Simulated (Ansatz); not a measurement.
**Single-point calculation, with input and output: W2HS6 (part 2 of 2)**

Continued. System: W2HS6 (slab, 9 atoms in the cell). Method: DFT, PBEsol, plane waves, PAW, spin-polarised (Ansatz 0.2.0); cutoff 420 eV, 9×9×1 k-mesh, Gaussian smearing of 0.05 eV, collinear spins. The structure derives from a Materials Project entry.

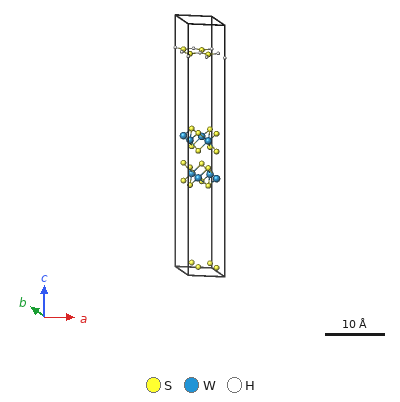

Fig. 1: The structure as given in the input (ball-and-stick view of the 2 × 2 repeat of the cell, with the vacuum cut short, seen slightly off an axis). An atom can appear more than once, as a periodic image.

**Log, continued**
```
SCF iter  39: F=—  HF=-25840.036218 eV  |F-HF|=—  |Δ(HF+E_count)|=   3.27e-3  Δρ=9.61e-4 (↑9.61e-4 ↓7.91e-4)  dr2=3.98e-1  dr2_m=1.55e-3  M=1.124 μB ∫|m|=1.135 μB  β_m=0.23  ethr=1.05e-4  p=0.000 e·Å  D=5.09e-5 V/Å  ΔV_dip=-0.00 eV  dr2_dipole=7.46e-1  V_vac-E_F(+/−)=6.68/6.69 eV  ⟨swp⟩=3.4  Hψ=1874  notcnv=0  defer=2
SCF iter  40: F=—  HF=-25840.044474 eV  |F-HF|=—  |Δ(HF+E_count)|=   8.26e-3  Δρ=1.10e-3 (↑4.52e-4 ↓1.10e-3)  dr2=2.14e-1  dr2_m=1.51e-3  M=1.116 μB ∫|m|=1.125 μB  β_m=0.19  ethr=1.05e-4  p=0.001 e·Å  D=5.52e-4 V/Å  ΔV_dip=-0.03 eV  dr2_dipole=3.39e-1  V_vac-E_F(+/−)=6.80/6.84 eV  ⟨swp⟩=3.4  Hψ=1924  notcnv=0  defer=7
SCF iter  41: F=—  HF=-25840.031603 eV  |F-HF|=—  |Δ(HF+E_count)|=   1.29e-2  Δρ=1.03e-3 (↑5.06e-4 ↓1.03e-3)  dr2=1.07e-1  dr2_m=2.05e-3  M=1.098 μB ∫|m|=1.106 μB  β_m=0.03  ethr=1.05e-4  p=0.001 e·Å  D=3.45e-4 V/Å  ΔV_dip=-0.02 eV  dr2_dipole=1.68e-1  V_vac-E_F(+/−)=6.81/6.83 eV  ⟨swp⟩=2.7  Hψ=1855  notcnv=0  defer=5
SCF iter  42: F=—  HF=-25840.036611 eV  |F-HF|=—  |Δ(HF+E_count)|=   5.01e-3  Δρ=7.44e-4 (↑3.65e-4 ↓7.44e-4)  dr2=1.49e-1  dr2_m=7.45e-4  M=1.072 μB ∫|m|=1.081 μB  β_m=0.13  ethr=1.05e-4  p=-0.004 e·Å  D=-1.49e-3 V/Å  ΔV_dip=0.08 eV  dr2_dipole=2.38e-1  V_vac-E_F(+/−)=6.84/6.75 eV  ⟨swp⟩=2.0  Hψ=1807  notcnv=0
SCF iter  43: F=—  HF=-25840.032859 eV  |F-HF|=—  |Δ(HF+E_count)|=   3.75e-3  Δρ=3.63e-4 (↑3.19e-4 ↓3.63e-4)  dr2=2.87e-2  dr2_m=3.01e-4  M=1.110 μB ∫|m|=1.120 μB  β_m=0.25  ethr=1.05e-4  p=-0.004 e·Å  D=-1.43e-3 V/Å  ΔV_dip=0.08 eV  dr2_dipole=7.88e-3  V_vac-E_F(+/−)=6.78/6.70 eV  ⟨swp⟩=2.1  Hψ=1790  notcnv=0
SCF iter  44: F=—  HF=-25840.031756 eV  |F-HF|=—  |Δ(HF+E_count)|=   1.10e-3  Δρ=3.30e-4 (↑1.95e-4 ↓3.30e-4)  dr2=2.12e-2  dr2_m=1.97e-4  M=1.107 μB ∫|m|=1.117 μB  β_m=0.05  ethr=4.42e-5  p=-0.003 e·Å  D=-1.23e-3 V/Å  ΔV_dip=0.07 eV  dr2_dipole=5.34e-4  V_vac-E_F(+/−)=6.77/6.70 eV  ⟨swp⟩=2.0  Hψ=1784  notcnv=0
SCF iter  45: F=—  HF=-25840.027993 eV  |F-HF|=—  |Δ(HF+E_count)|=   3.76e-3  Δρ=3.34e-4 (↑1.47e-4 ↓3.34e-4)  dr2=2.23e-2  dr2_m=1.73e-4  M=1.105 μB ∫|m|=1.116 μB  β_m=0.15  ethr=3.26e-5  p=-0.003 e·Å  D=-1.15e-3 V/Å  ΔV_dip=0.06 eV  dr2_dipole=1.33e-2  V_vac-E_F(+/−)=6.75/6.68 eV  ⟨swp⟩=2.2  Hψ=1800  notcnv=0  defer=3
SCF iter  46: F=—  HF=-25840.089445 eV  |F-HF|=—  |Δ(HF+E_count)|=   6.15e-2  Δρ=3.55e-3 (↑1.06e-3 ↓3.55e-3)  dr2=5.73e0  dr2_m=1.32e-2  M=0.855 μB ∫|m|=0.870 μB  β_m=0.11  ethr=3.26e-5  p=-0.003 e·Å  D=-1.04e-3 V/Å  ΔV_dip=0.06 eV  dr2_dipole=6.48e-1  V_vac-E_F(+/−)=6.54/6.48 eV  ⟨swp⟩=3.0  Hψ=1849  notcnv=0  defer=5  recentre
SCF iter  47: F=—  HF=-25840.021869 eV  |F-HF|=—  |Δ(HF+E_count)|=   6.76e-2  Δρ=3.69e-4 (↑1.19e-4 ↓3.69e-4)  dr2=2.84e-2  dr2_m=1.92e-4  M=1.093 μB ∫|m|=1.104 μB  β_m=0.21  ethr=3.26e-5  p=-0.003 e·Å  D=-9.60e-4 V/Å  ΔV_dip=0.05 eV  dr2_dipole=5.58e-2  V_vac-E_F(+/−)=6.71/6.66 eV  ⟨swp⟩=2.0  Hψ=1797  notcnv=0
SCF iter  48: F=—  HF=-25840.022972 eV  |F-HF|=—  |Δ(HF+E_count)|=   1.10e-3  Δρ=2.58e-4 (↑1.10e-4 ↓2.58e-4)  dr2=2.14e-2  dr2_m=8.96e-5  M=1.091 μB ∫|m|=1.102 μB  β_m=0.31  ethr=3.26e-5  p=-0.002 e·Å  D=-7.41e-4 V/Å  ΔV_dip=0.04 eV  dr2_dipole=6.37e-3  V_vac-E_F(+/−)=6.69/6.65 eV  ⟨swp⟩=2.0  Hψ=1783  notcnv=0
SCF iter  49: F=—  HF=-25840.022745 eV  |F-HF|=—  |Δ(HF+E_count)|=   2.27e-4  Δρ=1.74e-4 (↑9.79e-5 ↓1.74e-4)  dr2=9.78e-3  dr2_m=3.64e-5  M=1.112 μB ∫|m|=1.123 μB  β_m=0.28  ethr=3.26e-5  p=-0.002 e·Å  D=-8.05e-4 V/Å  ΔV_dip=0.05 eV  dr2_dipole=2.62e-5  V_vac-E_F(+/−)=6.72/6.67 eV  ⟨swp⟩=2.0  Hψ=1784  notcnv=0
SCF iter  50: F=—  HF=-25840.022481 eV  |F-HF|=—  |Δ(HF+E_count)|=   2.63e-4  Δρ=1.54e-4 (↑7.75e-5 ↓1.54e-4)  dr2=9.36e-3  dr2_m=2.39e-5  M=1.113 μB ∫|m|=1.124 μB  β_m=0.29  ethr=1.50e-5  p=-0.002 e·Å  D=-7.55e-4 V/Å  ΔV_dip=0.04 eV  dr2_dipole=1.24e-4  V_vac-E_F(+/−)=6.72/6.67 eV  ⟨swp⟩=2.0  Hψ=1785  notcnv=0
SCF iter  51: F=—  HF=-25840.022455 eV  |F-HF|=—  |Δ(HF+E_count)|=   2.69e-5  Δρ=1.39e-4 (↑5.26e-5 ↓1.39e-4)  dr2=9.23e-3  dr2_m=1.84e-5  M=1.113 μB ∫|m|=1.125 μB  β_m=0.36  ethr=1.44e-5  p=-0.002 e·Å  D=-7.23e-4 V/Å  ΔV_dip=0.04 eV  dr2_dipole=1.79e-4  V_vac-E_F(+/−)=6.72/6.68 eV  ⟨swp⟩=2.0  Hψ=1784  notcnv=0
SCF iter  52: F=—  HF=-25840.022267 eV  |F-HF|=—  |Δ(HF+E_count)|=   1.88e-4  Δρ=1.27e-4 (↑4.38e-5 ↓1.27e-4)  dr2=8.41e-3  dr2_m=1.48e-5  M=1.114 μB ∫|m|=1.125 μB  β_m=0.34  ethr=1.42e-5  p=-0.002 e·Å  D=-7.22e-4 V/Å  ΔV_dip=0.04 eV  dr2_dipole=3.89e-4  V_vac-E_F(+/−)=6.71/6.67 eV  ⟨swp⟩=2.0  Hψ=1784  notcnv=0
SCF iter  53: F=—  HF=-25840.021920 eV  |F-HF|=—  |Δ(HF+E_count)|=   3.46e-4  Δρ=8.41e-5 (↑2.89e-5 ↓8.41e-5)  dr2=3.68e-3  dr2_m=6.42e-6  M=1.111 μB ∫|m|=1.123 μB  β_m=0.31  ethr=1.29e-5  p=-0.002 e·Å  D=-7.18e-4 V/Å  ΔV_dip=0.04 eV  dr2_dipole=1.78e-4  V_vac-E_F(+/−)=6.71/6.67 eV  ⟨swp⟩=2.0  Hψ=1784  notcnv=0
SCF iter  54: F=—  HF=-25840.021859 eV  |F-HF|=—  |Δ(HF+E_count)|=   6.11e-5  Δρ=8.15e-5 (↑3.68e-5 ↓8.15e-5)  dr2=2.48e-3  dr2_m=6.96e-6  M=1.101 μB ∫|m|=1.113 μB  β_m=0.38  ethr=5.67e-6  p=-0.002 e·Å  D=-7.50e-4 V/Å  ΔV_dip=0.04 eV  dr2_dipole=3.08e-4  V_vac-E_F(+/−)=6.70/6.66 eV  ⟨swp⟩=2.0  Hψ=1784  notcnv=0
iter 55 solved again at ethr=8.04e-8 eV; its pass at ethr=3.82e-6 eV (dr2=5.23e-5 eV) is discarded
SCF iter  55: F=—  HF=-25840.021804 eV  |F-HF|=—  |Δ(HF+E_count)|=   5.57e-5  Δρ=2.05e-5 (↑9.76e-6 ↓2.05e-5)  dr2=5.22e-5  dr2_m=6.44e-7  M=1.105 μB ∫|m|=1.117 μB  β_m=0.52  ethr=8.04e-8  p=-0.002 e·Å  D=-7.56e-4 V/Å  ΔV_dip=0.04 eV  dr2_dipole=5.14e-5  V_vac-E_F(+/−)=6.71/6.66 eV  ⟨swp⟩=2.0  Hψ=3568  notcnv=0
SCF iter  56: F=—  HF=-25840.021816 eV  |F-HF|=—  |Δ(HF+E_count)|=   1.22e-5  Δρ=3.65e-5 (↑1.58e-5 ↓3.65e-5)  dr2=5.35e-4  dr2_m=1.31e-6  M=1.104 μB ∫|m|=1.116 μB  β_m=0.40  ethr=8.03e-8  p=-0.002 e·Å  D=-7.63e-4 V/Å  ΔV_dip=0.04 eV  dr2_dipole=9.11e-5  V_vac-E_F(+/−)=6.71/6.66 eV  ⟨swp⟩=2.0  Hψ=1784  notcnv=0  recentre
SCF iter  57: F=—  HF=-25840.021828 eV  |F-HF|=—  |Δ(HF+E_count)|=   1.21e-5  Δρ=4.77e-5 (↑1.92e-5 ↓4.77e-5)  dr2=1.01e-3  dr2_m=2.17e-6  M=1.103 μB ∫|m|=1.115 μB  β_m=0.39  ethr=8.03e-8  p=-0.002 e·Å  D=-7.64e-4 V/Å  ΔV_dip=0.04 eV  dr2_dipole=8.90e-5  V_vac-E_F(+/−)=6.70/6.66 eV  ⟨swp⟩=2.0  Hψ=1784  notcnv=0
SCF iter  58: F=—  HF=-25840.021806 eV  |F-HF|=—  |Δ(HF+E_count)|=   2.20e-5  Δρ=1.34e-5 (↑6.20e-6 ↓1.34e-5)  dr2=8.02e-5  dr2_m=1.82e-7  M=1.105 μB ∫|m|=1.117 μB  β_m=0.54  ethr=8.03e-8  p=-0.002 e·Å  D=-7.62e-4 V/Å  ΔV_dip=0.04 eV  dr2_dipole=2.92e-6  V_vac-E_F(+/−)=6.71/6.66 eV  ⟨swp⟩=2.0  Hψ=1784  notcnv=0
SCF iter  59: F=—  HF=-25840.021804 eV  |F-HF|=—  |Δ(HF+E_count)|=   1.74e-6  Δρ=2.67e-6 (↑1.55e-6 ↓2.67e-6)  dr2=2.12e-6  dr2_m=8.99e-9  M=1.106 μB ∫|m|=1.118 μB  β_m=0.58  ethr=8.03e-8  p=-0.002 e·Å  D=-7.64e-4 V/Å  ΔV_dip=0.04 eV  dr2_dipole=9.29e-9  V_vac-E_F(+/−)=6.71/6.66 eV  ⟨swp⟩=2.0  Hψ=1784  notcnv=0
SCF iter  60: F=—  HF=-25840.021804 eV  |F-HF|=—  |Δ(HF+E_count)|=   2.66e-9  Δρ=2.77e-6 (↑1.14e-6 ↓2.77e-6)  dr2=2.29e-6  dr2_m=7.75e-9  M=1.106 μB ∫|m|=1.118 μB  β_m=0.58  ethr=3.26e-9  p=-0.002 e·Å  D=-7.68e-4 V/Å  ΔV_dip=0.04 eV  dr2_dipole=6.90e-7  V_vac-E_F(+/−)=6.71/6.66 eV  ⟨swp⟩=2.0  Hψ=1784  notcnv=0
SCF iter  61: F=-25840.021804 eV  HF=-25840.021804 eV  |F-HF|=7.48e-8  |Δ(HF+E_count)|=   3.39e-8  Δρ=6.40e-7 (↑4.64e-7 ↓6.40e-7)  dr2=4.42e-8  dr2_m=3.17e-10  M=1.106 μB ∫|m|=1.118 μB  ethr=3.26e-9  p=-0.002 e·Å  D=-7.69e-4 V/Å  ΔV_dip=0.04 eV  dr2_dipole=4.00e-8  V_vac-E_F(+/−)=6.71/6.66 eV  ⟨swp⟩=2.0  Hψ=1784  notcnv=0
SCF 1 converged in 61 iterations: F = -25840.021804 eV  dr2 = 4.42e-8
  Residual-converged pass: ⟨swp⟩=3.6  Hψ=1877  notcnv=0  max |occ|·‖R‖ = 6.6e-6 eV (tolerance 6.7e-6 eV)  dr2=4.79e-8  dr2_m=3.99e-10  dr2_onsite=2.30e-10  max |Δocc| = 1.4e-9
  greatest PAW one-centre occupation: 1.000 electrons in one spin orbital (limit 2), on the W atom at site 2 (counted from 0), in its partial waves of l = 0
```

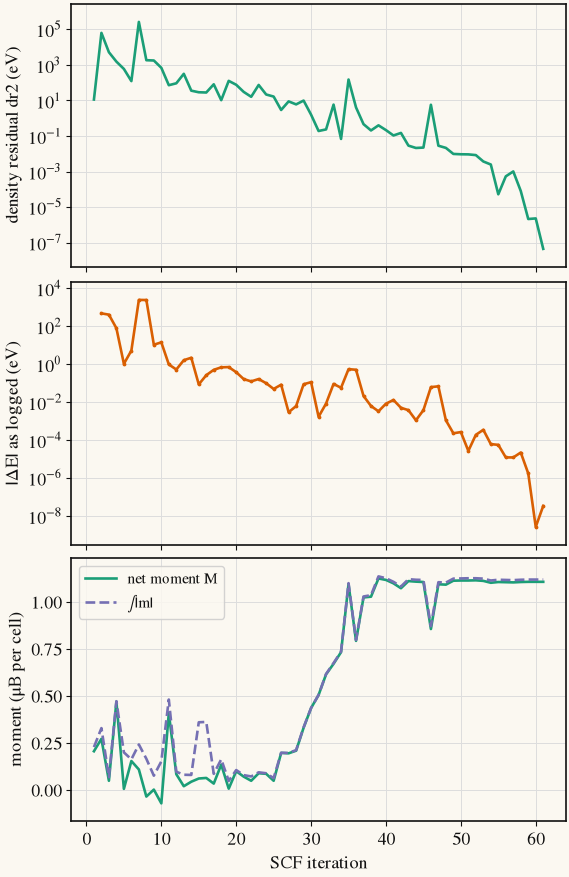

Fig. 2: Convergence of the self-consistent field: density residual dr2, size of the energy change and magnetic moment against the SCF iteration. The residual falls unevenly and jumps up by a factor of two or more 11 times on the way down. The net moment goes from 0.2 to 1.1 μB per cell.

```
the search or the solves at the SCF's close seem to have found levels that the self-consistency loop had missed (the run counts 5). By its estimate they hold under 1e-12 electrons; where the run keeps them, the occupations were computed again with them
SCF converged after 61 iterations
Magnetization: 1.1059 μB (33.0529 up, 31.9471 down)
Absolute magnetization: 1.1167 μB (∫|ρ↑−ρ↓|, with the PAW one-centre terms)
Spin contamination: 0.0043 ħ² per cell (⟨S²⟩ above its minimum at these occupations)
Per-site moments (μB) at R_I (Å): [(0.6649803005434988, 1.2976760677313346), (4.646122759531418e-9, 0.9894324745605564), (-2.0878597723169895e-8, 0.9894324745605564), (1.2742221768440468e-8, 0.9897459140791875), (8.603827999497379e-9, 0.9896409496250888), (-1.2736215259302914e-8, 0.9894069740164884), (1.0748289414781409e-8, 0.9894069740164884), (0.13177152352450655, 0.7492469928753142), (-0.0022038121811149346, 0.7492469928753142)]
Free energy (F): -25840.021804 eV
Harris-Foulkes:  -25840.021804 eV  (|F-HF|=7.48e-8)
Internal energy: -25840.017833 eV  (E = F + TS)
E sigma→0 (E₀):  -25840.019819 eV
Entropy (-TS):   -0.003971 eV (-0.441 meV/atom)
Fermi energy:    -1.488743 eV
Dipole field:    D = -0.000593 V/Å  (p = -0.001592 e·Å, saw-weighted, corrected)
Work function:   Φ+ = 6.7013 eV   Φ− = 6.6677 eV
Levels:          The Fermi level and band energies are counted from a zero that moves with the ramp; work functions are not
--- Per-component energies (eV) ---
  E_band       = -1125.022740
  E_kinetic    = 1547.329651
  E_local      = -138074.260886  (includes V_loc(G=0)·N_el)
  E_nonlocal   = 180.105658
  E_hartree    = 68256.779905
  E_xc         = -1111.468344
  E_vxc        = -1006.876273  (∫ρ·V_xc dr)
  E_paw        = -20377.197641  (= ΣΔE_a)
  E_vpaw       = -284.891723  (= ΣTr[D̂ρ^β])
  E_aug_tail   = -0.000957  (compensation charges beyond the density's cutoff)
  E_efield     = 0.000000  (sawtooth field / dipole correction)
  E_vefield    = 0.018129  (∫n·V_field dr)
  E_ewald      = 63737.879501
  E_core_change = 0.815280  (= ΣΔE_core)
  E_smearing   = -0.003971  (= −TS)
  E_closure    = 0.000000  (closes the sum)
  Σ components = -25840.021804   (vs F -25840.021804, Δ=0.00e0)
--- Forces (eV/Å), atoms counted from 1 ---
  atom   1  S      0.00000000    -0.00000000     0.00025670
  atom   2  S      0.00000000     0.00000000     0.00112239
  atom   3  W      0.00000000    -0.00000000     0.01428003
  atom   4  S     -0.00000000     0.00000000    -0.01308328
  atom   5  S     -0.00000000    -0.00000000     0.00621709
  atom   6  W     -0.00000000     0.00000000    -0.01008061
  atom   7  S      0.00000000    -0.00000000     0.00158268
  atom   8  S      0.00000000     0.00000000     0.00257140
  atom   9  H      0.00000000     0.00000000    -0.00287745
  max |Σ_I F_I| component: 1.11e-5 eV/Å
--- Band table (eV; the first three rows and the last of 24) ---
  k-point 0 ↑: bands = ["-75.6448", "-75.6403", "-39.9606", "-39.9563", "-39.7607", "-39.7607", "-39.7564", "-39.7564", "-16.7406", "-16.6569", "-15.1469", "-15.0789", "-14.9191", "-14.2137", "-8.5299", "-8.1030", "-4.6555", "-4.6555", "-4.6503", "-4.6503", "-4.4630", "-3.7590", "-3.6792", "-3.5010", "-3.3772", "-3.3772", "-3.3597", "-3.3597", "-2.1112", "-1.4963", "-0.1428", "-0.1428", "0.0654", "0.0654", "1.1821", "1.1821", "1.1905", "1.1905", "1.3360", "1.3360", "1.3977", "1.3977"]
  k-point 1 ↑: bands = ["-75.6424", "-75.6380", "-39.9523", "-39.9480", "-39.8065", "-39.8022", "-39.7713", "-39.7670", "-16.5276", "-16.4439", "-14.9959", "-14.9588", "-14.8451", "-14.0663", "-8.2816", "-7.8548", "-5.1778", "-5.1665", "-4.8786", "-4.4481", "-4.4395", "-4.3436", "-3.6978", "-3.6775", "-3.6178", "-3.5229", "-3.2888", "-2.9540", "-2.1595", "-1.7918", "-1.7363", "-0.7180", "-0.3562", "-0.1060", "0.8492", "0.9806", "1.0339", "1.1179", "1.1374", "1.2187", "1.5534", "1.5790"]
  k-point 2 ↑: bands = ["-75.6365", "-75.6321", "-39.9312", "-39.9268", "-39.9208", "-39.9165", "-39.7980", "-39.7937", "-15.9449", "-15.8631", "-14.7702", "-14.6452", "-14.4158", "-13.6554", "-7.7030", "-7.3144", "-6.1886", "-6.1251", "-5.6613", "-5.3648", "-4.3380", "-4.3131", "-4.1449", "-3.9196", "-3.9000", "-3.5231", "-3.2281", "-3.1655", "-3.0847", "-2.5692", "-2.4908", "-2.3624", "-0.8294", "-0.4975", "0.3357", "0.7458", "0.8363", "0.9222", "1.2311", "1.4927", "2.2418", "2.3188"]
  k-point 11 ↓: bands = ["-75.6222", "-75.6177", "-40.0454", "-40.0411", "-40.0074", "-40.0032", "-39.8801", "-39.8758", "-14.0891", "-14.0860", "-14.0229", "-14.0188", "-11.9123", "-11.5579", "-7.7600", "-7.7211", "-7.7000", "-7.2865", "-7.2829", "-6.4474", "-6.3561", "-5.7373", "-5.7340", "-5.1085", "-5.1050", "-4.2930", "-4.1850", "-4.1804", "-3.4970", "-3.4970", "-1.8468", "-1.7615", "-1.1449", "-1.0237", "0.1349", "0.1382", "1.2171", "1.7423", "2.3172", "2.3224", "3.8904", "3.8950"]
```

The run was set up as follows.

**The input**
```yaml
crystal:
  lattice:
    - [3.1458813763, 0.0, 0.0]
    - [-1.5729406882, 2.7244131892, 0.0]
    - [0.0, 0.0, 56.6583027773]
  atoms:
    - { symbol: S, position: [0.6666666667, 0.3333333333, 0.1500221429] }
    - { symbol: S, position: [0.3333333333, 0.6666666667, 0.3987207903] }
    - { symbol: W, position: [0.6666666667, 0.3333333333, 0.4263724766] }
    - { symbol: S, position: [0.3333333333, 0.6666666667, 0.4540446911] }
    - { symbol: S, position: [0.6666666667, 0.3333333333, 0.5103932818] }
    - { symbol: W, position: [0.3333333333, 0.6666666667, 0.5380586228] }
    - { symbol: S, position: [0.6666666667, 0.3333333333, 0.5657086386] }
    - { symbol: S, position: [0.3333333333, 0.6666666667, 0.8060256938] }
    - { symbol: H, position: [0.0, 0.0, 0.8063282362], spin: 1.0 }
basis:
  ecutwfc: 420
  precision: f64
kpoints:
  mp_grid: { grid: [9, 9, 1] }
hamiltonian:
  xc: pbesol
scf:
  occupations: { method: gaussian, width: 0.05 }
  eigensolver: { kind: davidson }
output:
  forces: true
  eigenvalues: true
magnetization:
  spin_polarized: true
efield:
  axis: 3
  dipole_correction: true
  ramp_width: 0.04
```

Run as:
```bash
ansatz run input.yaml --threads 2 --pin off --max-ram 5120MiB --backend cpu --events-out ev --progress --plain --runs-dir out
```

**Summary**

```csv
quantity,value
outcome,converged
electrons treated,65
free energy,−25840.0218 eV
Fermi energy,−1.489 eV
gap on the k-point mesh,none (metallic)
net moment of the cell,1.11 μB
integrated absolute moment,1.12 μB
largest force (length of the vector),0.014 eV/Å
hardware,"2 threads of Intel Xeon @ 2.50GHz (Skylake/Cascade Lake), 189 GiB of memory available, shared host"
wall time,4 min (CPU time 7.8 min)
peak memory,0.85 GiB
```

**Notes**

Settings chosen away from the usual ones: scf.eigensolver.kind set to davidson; basis.precision set to f64. Spin–orbit coupling is left out, which matters for W.
